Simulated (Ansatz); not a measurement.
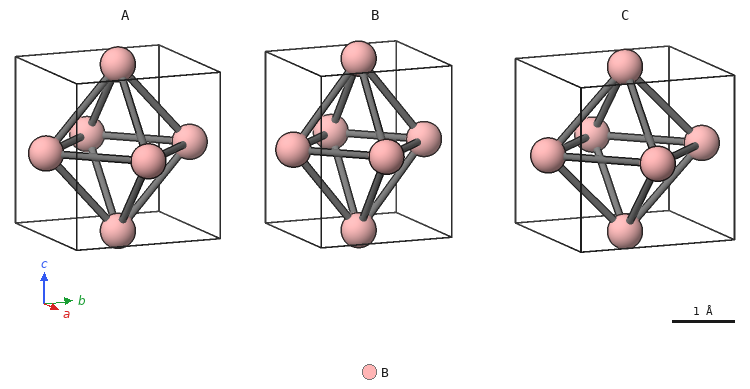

3 geometries from one relaxation of crystalline B (a generated structure, set up in P4/mmm) (coarse preliminary run), in shuffled order. Style: ball-and-stick. Shown: the cell of the calculation, slightly off an axis.

Theory: DFT PBE, scalar-relativistic, plane waves, PAW (Ansatz). Set-up: plane-wave cutoff 420 eV; k-point mesh 8 × 8 × 6; occupations gaussian; smearing width 0.1 eV; no spin polarisation; cell and atoms relaxed; force threshold 0.04 eV/Å; at most 70 steps.

> Order the frames from highest to lowest energy.

B, A, C. They are steps 0, 2, 10, at +857 meV per atom, +145 meV per atom relative to the last. The energy falls by 857 meV per atom in 8 accepted moves (10 points after the start). All forces vanish by symmetry, so only the cell relaxes. Pressure: 123.45 GPa at the start and 0.00 GPa at the end. At 2 points the geometry stayed and the basis and grid were re-selected for the new cell (energy shift of 22.7 meV per atom at most each time). No atom moves by more than 0.005 Å relative to the cell. The volume changes by +32.4 %, with a = b 2.291 → 2.693 Å (+17.5 %), c 2.819 → 2.702 Å (−4.1 %). Some distances before and after: B–B 2.291 → 2.693 Å, B–B 1.620 → 1.904 Å, B–B 1.816 → 1.908 Å. The space group (tolerance 0.01 Å) goes from P4/mmm (No. 123) to Pm-3m (No. 221). Cost: 14 s on 1 thread of Arm Neoverse N1, with other jobs on the host, peak memory 0.26 GiB.

Limits of the set-up: the k-point mesh is coarse for a cell with partly filled bands.
